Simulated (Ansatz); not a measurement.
System: AgI, space group F-43m, 2 atoms in the cell, zincblende type.

```yaml
crystal:
  lattice:
    - [0.00000, 3.28857, 3.28857]
    - [3.28857, 0.00000, 3.28857]
    - [3.28857, 3.28857, 0.00000]
  atoms:
    - { symbol: Ag, position: [0.00000, 0.00000, 0.00000] }
    - { symbol: I, position: [0.25000, 0.25000, 0.25000] }
```

Level of theory: DFT, r2SCAN, plane waves, PAW, no spin polarisation, 6×6×6 k mesh, 500 eV cutoff; code Ansatz 0.2.0.

What does the calculation give for the electronic structure?

There is a gap; over the k points computed it is 1.82 eV (direct among those points). The upper group of valence states starts about 4.3 eV under the valence-band top, with a gap beneath it; it holds about 16 electrons a cell.

Spin-orbit coupling is left out, which matters for I.

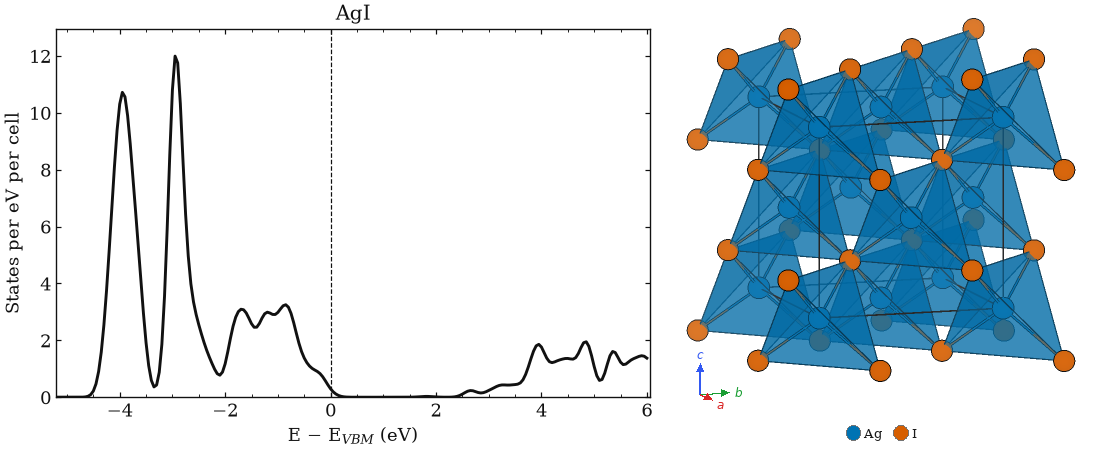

Density of states, beside the structure. Energies are counted from the top of the valence band. The curve is built from the levels of the k mesh with Gaussians 0.3 eV wide, which also blur the band edges.
